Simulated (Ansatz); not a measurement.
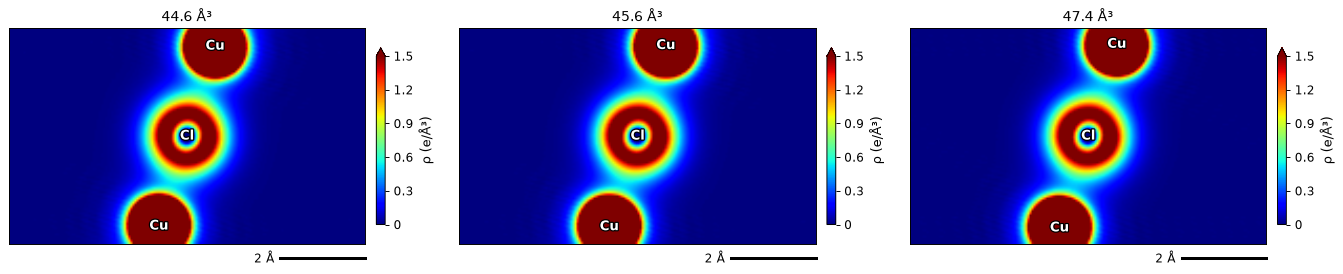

CuCl$_{2}$. The valence charge density (pseudo) of cells scaled evenly to different volumes (given per atom above each panel), on the (010) plane of each (indices in the axes of the cell below), at one length scale and on one colour scale.

A structure from a database of computed crystals, not necessarily the ambient phase.

Theory: Kohn-Sham DFT of a periodic cell, r2SCAN, Ansatz PAW (Ansatz).

The density is the valence pseudo-density of a PAW calculation; it isn't the true density close to the nuclei.

The largest cell:

```xyz
3
Lattice="-2.2991 2.2991 6.9944 2.2991 -2.2991 6.9944 2.2991 2.2991 -6.9944" Properties=species:S:1:pos:R:3 pbc="T T T"
Cu    0.0000    0.0000    0.0000
Cl    2.2991    0.0000    0.0000
Cl    0.0000    2.2991    0.0000
```

| volume (Å³/atom) | Cu–Cl contact in the plane (Å) | ρ at its midpoint (e/Å³) | pressure (GPa) | 
| --- | --- | --- | --- |
| 44.64 | 2.224 | 0.565 | 0.8 | 
| 45.57 | 2.240 | 0.548 | 0.2 | 
| 47.43 | 2.270 | 0.516 | −0.7 | 
| 48.36 | 2.285 | ? | ? | 
| 49.29 | 2.299 | 0.486 | −1.4 | 

### Estimate the missing row, and compare with the calculation.

Over the known rows ln ρ falls by 2.01 per Å of Cu–Cl distance (a least-squares line), which gives 0.500 e/Å³ at 2.285 Å; the calculation gives 0.501 e/Å³. For the pressure, a straight line in volume between the neighbouring rows gives −1.0 GPa; the calculation gives −1.1.
